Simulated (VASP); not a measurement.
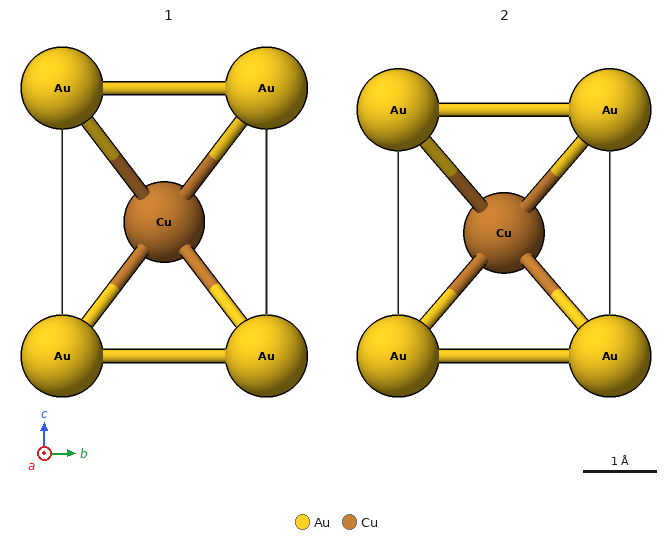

Two geometries of a crystal of CuAu (set up in P4/mmm), drawn at one scale. One is the start of a relaxation, the other its converged end. The picture is a ball-and-stick view of the cell of the calculation, seen along the a axis.

Theory: VASP, Kohn-Sham DFT of a periodic cell, PBE with D3(BJ), VASP PAW PBE potentials, recommended. (plane-wave cutoff 600 eV; k-point mesh 8 × 8 × 6; occupations fermi-dirac; smearing width 0.05 eV; no spin polarisation)

### Which one is relaxed?

Structure 2 is the relaxed one. The run lets cell and atoms move. After 16 geometry steps the energy has fallen by 6.9 meV per atom. All forces vanish by symmetry, so only the cell relaxes. Pressure: −4.95 GPa at the start and −0.10 GPa at the end. No atom moves by more than 0.005 Å relative to the cell. The volume changes by −1.3 %, with a = b 2.811 → 2.913 Å (+3.6 %), c 3.685 → 3.387 Å (−8.1 %). Near-neighbour distances that change, for instance: Au–Au 2.811 → 2.913 Å, Cu–Cu 2.811 → 2.913 Å, Au–Cu 2.710 → 2.666 Å. The space group stays P4/mmm (No. 123). At step 1 the optimiser overshot: the energy rose above the start, and later steps came back.
